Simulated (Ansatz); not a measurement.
## CaO: single-point calculation

System: CaO (P4/nmm, 8 atoms in the cell).
Method: DFT PBEsol, scalar-relativistic, plane waves, PAW, no spin polarisation (Ansatz 0.2.0).

The structure was made by swapping elements on the sites of another compound; it need not be a known phase. It belongs to a series of runs on one base structure; here: Sn -> Ca on all its sites, cell and atoms relaxed. Figures and captions count atoms from 1; the log counts them from 0 in places.

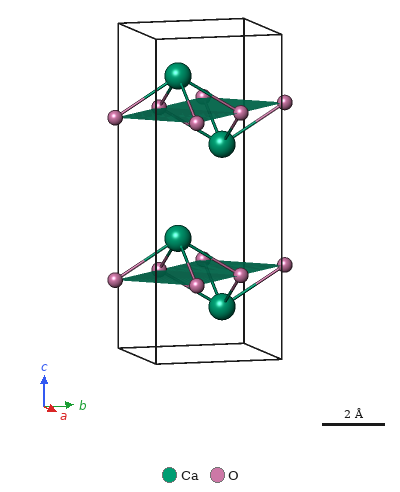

The structure as given in the input (polyhedral view of the cell of the calculation, seen slightly off an axis; polyhedra are completed across the faces of the cell). An atom can appear more than once, as a periodic image.

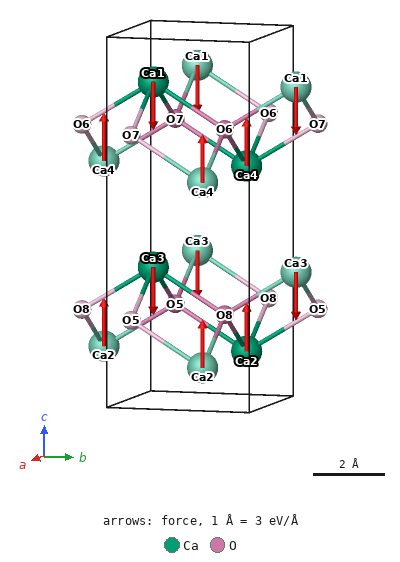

Forces on the atoms as red arrows (ball-and-stick view of the cell of the calculation, seen slightly off an axis; neighbours outside the cell are drawn fainter; atoms are numbered from 1 in the order of the input). The largest act on all 4 Ca atoms (4.15 eV/Å). The geometry is not a stationary point of this energy.

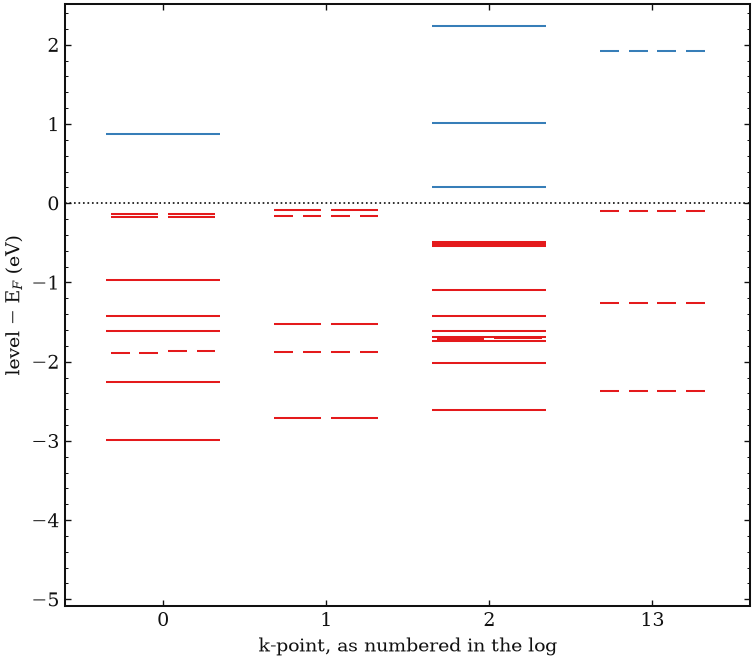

Kohn–Sham levels near the Fermi level (dotted) at the few k-points that the log prints; levels within 0.02 eV of each other stand side by side. The system is metallic on the full mesh.

These pictures come from the run below.

Input file
```yaml
crystal:
  lattice:
    - [2.9991081452, -2.9991078947, 0.0]
    - [2.9991081452, 2.9991078947, 0.0]
    - [0.0, 0.0, 10.5906919754]
  atoms:
    - { symbol: Ca, position: [0.7500077538, 0.2499922462, 0.8712316879] }
    - { symbol: Ca, position: [0.2499922462, 0.7500077538, 0.1287683121] }
    - { symbol: Ca, position: [0.7499922462, 0.2500077538, 0.3712316879] }
    - { symbol: Ca, position: [0.2500077538, 0.7499922462, 0.6287683121] }
    - { symbol: O, position: [0.2499958234, 0.2500041766, 0.25] }
    - { symbol: O, position: [0.7500041766, 0.7499958234, 0.75] }
    - { symbol: O, position: [0.2500041766, 0.2499958234, 0.75] }
    - { symbol: O, position: [0.7499958234, 0.7500041766, 0.25] }
basis:
  ecutwfc: 420
kpoints:
  mp_grid: { grid: [4, 4, 2] }
hamiltonian:
  xc: pbesol
scf:
  occupations: { method: gaussian, width: 0.1 }
output:
  forces: true
  stress: true
  eigenvalues: true
```

Launch command:
```bash
ansatz run input.yaml --threads 2 --pin off --max-ram 5120MiB --backend cpu --events-out ev --progress --plain --runs-dir out
```

Output
```
Warning: at least one further symmetry operation maps every atom of the structure, as the run holds it, onto an atom to within 2.19e-5 (fractional), and is not used: no operation is sought that the atoms, as the run holds them, miss by more than 2.00e-5, twice crystal.symmetry.tolerance (1.0e-5). The run uses 8 unitary operations. The run imposes no operation that its atoms and lattice do not hold. Figures that only the operations left out would make equal are not made equal, and some can differ by far more than the structure misses those operations by: interpolated phonon frequencies and what the tetrahedron methods give by atom among them (crystal.symmetry.tolerance lists what is known). If the more symmetric structure is meant (of a frozen-density pass: in the run whose state it reads), write the positions to more decimals or symmetrise them. If the atoms are displaced on purpose, the operation is rightly left out
Warning: 16 further operations each map every atom onto an atom to within the bar at which the run's group was sought, crystal.symmetry.tolerance = 1.0e-5 (fractional) or twice it, and were not used: together with those that the run uses (8 unitary) they do not form a group (the best of them misses by 1.55e-5). An atom lies off a symmetric position by an amount comparable with the tolerance. The run imposes no operation that its atoms and lattice do not hold. Figures that only the operations left out would make equal are not made equal, and some can differ by far more than the structure misses those operations by: interpolated phonon frequencies and what the tetrahedron methods give by atom among them (crystal.symmetry.tolerance lists what is known). The run uses more k-points than the symmetric structure would need; if that structure is meant (of a frozen-density pass: in the run whose state it reads), write the positions to more decimals or symmetrise them, or raise the tolerance and check the reported number of operations
Engine: ansatz 0.2.0, x86_64-unknown-linux-gnu
Pseudopotentials: kind: paw
Pseudopotential: Ca, paw, valence charge 10, recommended cutoff 420 eV (normal), Ca.paw.azcp
Pseudopotential: O, paw, valence charge 6, recommended cutoff 420 eV (normal), O.paw.azcp
Functional definition: PBEsol
  exchange = pbesol_x
  correlation = pbesol_c
Crystal: 8 atoms, lattice volume = 190.519 Å³
Basis set: ecut = 420 eV, 3699 PW (Γ), exchange–correlation on 60×60×144 points (8 copies of the dense FFT grid, shifted against one another)
Bands: 40, of which v1, the nominal top of the filled ones, is band 32 counted from 1 (31 counted from 0)
Symmetry: 8 space group operations
Space group: Cmce (ITA 64), of the structure as read, at distance tolerance 5.8e-5 Å
k-points: 14 of 32
Non-local potential: Ca, projectors of the file, l = 0: 3, l = 1: 2, l = 2: 2
Non-local potential: O, projectors of the file, l = 0: 2, l = 1: 2, l = 2: 1
PAW form: soft (Blöchl's): semilocal exchange-correlation on the pseudo side does not see the compensation charge
PAW frozen core: Ca, regenerated for the run's functional, and the local potential with it (the file was generated under x = pbe(κ = 0.804, μ = 0.2195149727645171), c = pbe(β = 0.06672455060314922))
PAW frozen core: O, regenerated for the run's functional, and the local potential with it (the file was generated under x = pbe(κ = 0.804, μ = 0.2195149727645171), c = pbe(β = 0.06672455060314922))
PAW one-centre angular grid: Ca, 110 points (default); XC on 64 Gauss nodes
PAW one-centre angular grid: O, 110 points (default); XC on 64 Gauss nodes
Initial density: superposition of atomic densities (neutral atoms: chi_scale 0, normalization atom), corrected by the library's trained network
Initial wavefunctions: pseudopotential atomic-orbital guess
Functional: x = pbesol(κ = 0.804, μ = 0.12345679012345678), c = pbesol(β = 0.046)
SCF iter   1: F=—  HF=-9422.957409 eV  |F-HF|=—  |Δ(HF+E_count)|=         —  Δρ=1.07e-2  dr2=1.94e-1  ethr=1.77e-3  ⟨swp⟩=8.6  Hψ=2547  notcnv=0
preconditioner: auto → LDOS  [insulator: Δε(μ)=0.233 eV  Ē_g=7.434 eV  σ=0.100 eV  W_gap=0.82  n_scr=38 (ndim 8)  ℏωp=15.2 eV  f_vac=0.032  D(μ)=4.63/eV (n_scr^D=30)  ε∞_Penn≈5.2  β→1.0]
SCF iter   2: F=—  HF=-9422.943851 eV  |F-HF|=—  |Δ(HF+E_count)|=   1.36e-2  Δρ=9.06e-3  dr2=1.90e-1  ethr=3.04e-4  ⟨swp⟩=2.0  Hψ=966  notcnv=0  defer=42
SCF iter   3: F=—  HF=-9422.922243 eV  |F-HF|=—  |Δ(HF+E_count)|=   2.16e-2  Δρ=1.17e-3  dr2=2.13e-3  ethr=2.96e-4  ⟨swp⟩=2.0  Hψ=733  notcnv=0  defer=42
SCF iter   4: F=—  HF=-9422.922587 eV  |F-HF|=—  |Δ(HF+E_count)|=   3.44e-4  Δρ=4.14e-4  dr2=6.23e-4  ethr=3.32e-6  ⟨swp⟩=2.0  Hψ=918  notcnv=0  defer=14
automatic band count: iteration 4 solves 38 bands in place of 40: the levels show a gap, and the empty bands left out lie too high to hold charge; the band table lists the bands solved (type scf.n_extra_bands for more)
SCF iter   5: F=—  HF=-9422.922444 eV  |F-HF|=—  |Δ(HF+E_count)|=   1.43e-4  Δρ=1.07e-4  dr2=4.11e-5  ethr=9.74e-7  ⟨swp⟩=2.0  Hψ=686  notcnv=0  defer=14
SCF iter   6: F=—  HF=-9422.922466 eV  |F-HF|=—  |Δ(HF+E_count)|=   2.21e-5  Δρ=5.07e-5  dr2=7.17e-6  ethr=6.42e-8  ⟨swp⟩=1.4  Hψ=537  notcnv=0  defer=14
SCF iter   7: F=-9422.922466 eV  HF=-9422.922466 eV  |F-HF|=6.17e-8  |Δ(HF+E_count)|=   1.39e-7  Δρ=7.42e-6  dr2=8.24e-8  ethr=1.56e-10  ⟨swp⟩=6.4  Hψ=2445  notcnv=0
SCF 1 converged in 7 iterations: F = -9422.922466 eV  dr2 = 8.24e-8
  greatest PAW one-centre occupation: 0.996 electrons in one spin orbital (limit 2), on the Ca atom at site 3 (counted from 0), in its partial waves of l = 0
SCF converged after 7 iterations
Free energy (F): -9422.922466 eV
Harris-Foulkes:  -9422.922466 eV  (|F-HF|=6.17e-8)
Internal energy: -9422.899457 eV  (E = F + TS)
E sigma→0 (E₀):  -9422.910961 eV
Entropy (-TS):   -0.023009 eV (-2.876 meV/atom)
Fermi energy:    4.057305 eV
--- Per-component energies (eV) ---
  E_band       = -718.153198
  E_kinetic    = 1786.607525
  E_local      = -5327.374685  (includes V_loc(G=0)·N_el)
  E_nonlocal   = 450.083886
  E_hartree    = 1908.232767
  E_xc         = -828.774899
  E_vxc        = -1047.128438  (∫ρ·V_xc dr)
  E_paw        = -3951.963860  (= ΣΔE_a)
  E_vpaw       = -396.835154  (= ΣTr[D̂ρ^β])
  E_aug_tail   = 0.009341  (compensation charges beyond the density's cutoff)
  E_ewald      = -3460.335861
  E_core_change = 0.616329  (= ΣΔE_core)
  E_smearing   = -0.023009  (= −TS)
  E_closure    = -0.000000  (closes the sum)
  Σ components = -9422.922466   (vs F -9422.922466, Δ=0.00e0)
--- Forces (eV/Å), atoms counted from 1 ---
  atom   1  Ca     0.00000000     0.00005246    -4.14723766
  atom   2  Ca    -0.00000000    -0.00005246     4.14723766
  atom   3  Ca    -0.00000000    -0.00005246    -4.14723766
  atom   4  Ca     0.00000000     0.00005246     4.14723766
  atom   5  O      0.00000000     0.00001446    -0.00000000
  atom   6  O      0.00000000    -0.00001446    -0.00000000
  atom   7  O      0.00000000    -0.00001446     0.00000000
  atom   8  O      0.00000000     0.00001446     0.00000000
  max |Σ_I F_I| component: 8.88e-16 eV/Å
--- Stress (GPa, compression-positive) ---
       -7.510246       0.000000       0.000000
        0.000000      -7.510350       0.000000
        0.000000       0.000000     -20.393950
  P = ⅓ Tr σ = -11.8048 GPa (-118.048 kbar)
--- Band table (eV; the first three rows and the last of 14) ---
  k-point 0: bands = ["-35.8490", "-35.8424", "-35.8391", "-35.8325", "-17.1139", "-17.0750", "-16.9933", "-16.9451", "-16.9064", "-16.9064", "-16.8822", "-16.8822", "-16.8713", "-16.8713", "-16.8472", "-16.8472", "-11.4364", "-11.4167", "-11.0064", "-11.0041", "1.0625", "1.8019", "2.1695", "2.1695", "2.1869", "2.1869", "2.4474", "2.6298", "3.0840", "3.8772", "3.8772", "3.9250", "3.9250", "4.9332", "7.2288", "7.7654", "7.9703", "8.3532"]
  k-point 1: bands = ["-35.8467", "-35.8467", "-35.8348", "-35.8348", "-17.0981", "-17.0981", "-16.9655", "-16.9655", "-16.8980", "-16.8980", "-16.8980", "-16.8980", "-16.8555", "-16.8555", "-16.8555", "-16.8555", "-11.4266", "-11.4266", "-11.0052", "-11.0052", "1.3402", "1.3402", "2.1780", "2.1780", "2.1780", "2.1780", "2.5353", "2.5353", "3.9010", "3.9010", "3.9010", "3.9010", "3.9741", "3.9741", "7.8083", "7.8083", "8.2519", "8.2519"]
  k-point 2: bands = ["-35.8456", "-35.8408", "-35.8385", "-35.8339", "-17.0880", "-17.0821", "-17.0146", "-16.9651", "-16.9359", "-16.9033", "-16.8962", "-16.8918", "-16.8855", "-16.8790", "-16.8713", "-16.8544", "-11.3342", "-11.3242", "-11.0310", "-11.0303", "1.4484", "2.0364", "2.3166", "2.3467", "2.3603", "2.3738", "2.4439", "2.6311", "2.9563", "3.5212", "3.5477", "3.5719", "4.2674", "5.0746", "6.2950", "6.8813", "7.9300", "8.2647"]
  k-point 13: bands = ["-35.8365", "-35.8365", "-35.8365", "-35.8365", "-17.0273", "-17.0273", "-17.0273", "-17.0273", "-16.9942", "-16.9942", "-16.9942", "-16.9942", "-16.8862", "-16.8862", "-16.8862", "-16.8862", "-11.0645", "-11.0645", "-11.0645", "-11.0645", "1.6821", "1.6821", "1.6821", "1.6821", "2.7924", "2.7924", "2.7924", "2.7924", "3.9608", "3.9608", "3.9608", "3.9608", "5.9826", "5.9826", "5.9826", "5.9826", "6.6198", "6.6198"]
```

Summary

| quantity | value |
| --- | --- |
| outcome | converged |
| space group (tolerance 0.01 Å) | P4/nmm (129) |
| electrons treated | 64 |
| free energy | −9422.9225 eV |
| Fermi energy | 4.057 eV |
| gap on the k-point mesh | none (metallic) |
| pressure | −11.80 GPa |
| largest force (length of the vector) | 4.147 eV/Å |
| hardware | 2 threads of Intel Xeon @ 2.90GHz (Ice Lake), 32 GiB of memory available, shared host |
| wall time | 2.2 s (CPU time 4.1 s) |
| peak memory | 0.51 GiB |
